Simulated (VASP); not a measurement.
MnF₂ (space group P4_2/mnm, No. 136). Coordinates: coordinates from a relaxation with VASP Kohn-Sham DFT of a periodic cell, AM05, VASP PAW PBE potentials, recommended in VASP 6.6.1.

```
CELL_PARAMETERS angstrom
4.89537 0.00000 0.00000
0.00000 4.89537 0.00000
0.00000 0.00000 3.30204
ATOMIC_POSITIONS crystal
Mn 0.00000 0.00000 0.50000
Mn 0.50000 0.50000 0.00000
F 0.30536 0.69464 0.50000
F 0.19464 0.19464 0.00000
F 0.69464 0.30536 0.50000
F 0.80536 0.80536 0.00000
```

Describe how the polyhedra about Mn are linked (bonds: F–Mn below 2.4 Å).

Mn: MnF6 octahedron, sharing corners with eight neighbours and edges with two neighbours.

They form a three-dimensional framework of corner- and edge-sharing octahedra.

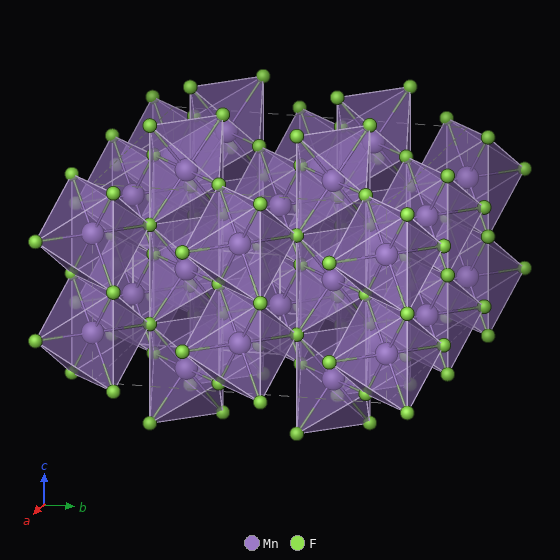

Polyhedra are drawn about Mn (bonds: F–Mn below 2.4 Å); other atoms are plain spheres.
